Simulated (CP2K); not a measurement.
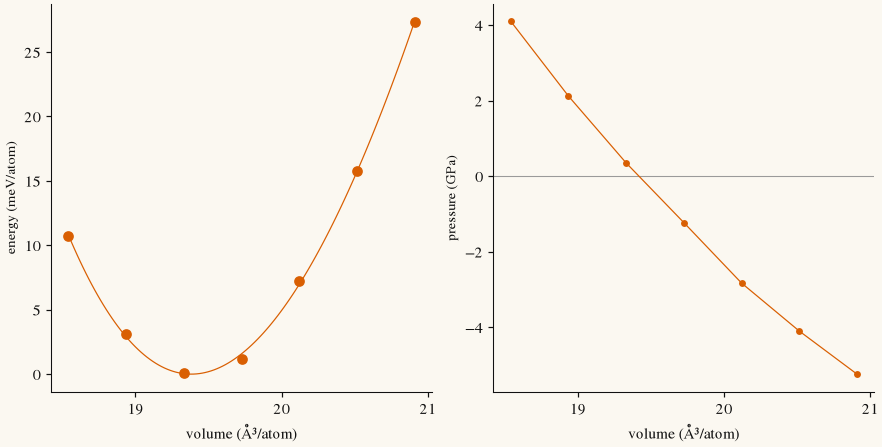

Plotted: energy and pressure against volume for ZnS, space group F-43m (No. 216).

Cell as given: a = 3.821 Å, b = 3.821 Å, c = 3.821 Å, α = 60.00°, β = 60.00°, γ = 60.00°; 2 atoms.

How it was computed, with CP2K 2026.2: DFT in Gaussian orbitals with a plane-wave density, no spin polarisation; energies at scaled volumes of the given cell, shape and fractions fixed, counted from the fit's minimum, third-order Birch-Murnaghan fit. Level: SCAN with D4.

- k mesh: 9×9×9
- occupations: Fermi–Dirac
- smearing width: 0.0259 eV
- potentials: GTH SCAN with UZH TZVP basis
- density cutoff: 9184 eV
- program settings: ngrids 4, rel cutoff ry 60, cutoff ry 675, basis sets Zn TZVP-MOLOPT-SCAN-GTH-q12, basis sets S TZVP-MOLOPT-SCAN-GTH-q6

**What equilibrium volume and bulk modulus follow from the curve?**

A third-order Birch–Murnaghan fit gives V0 = 19.38 Å³/atom, B0 = 86.2 GPa and B′ = 5.6.

**How does the pressure vary with volume?**

It falls from 4.10 GPa at volume 18.54 Å³/atom to −5.24 GPa at 20.91 Å³/atom, and changes sign near 19.42 Å³/atom.
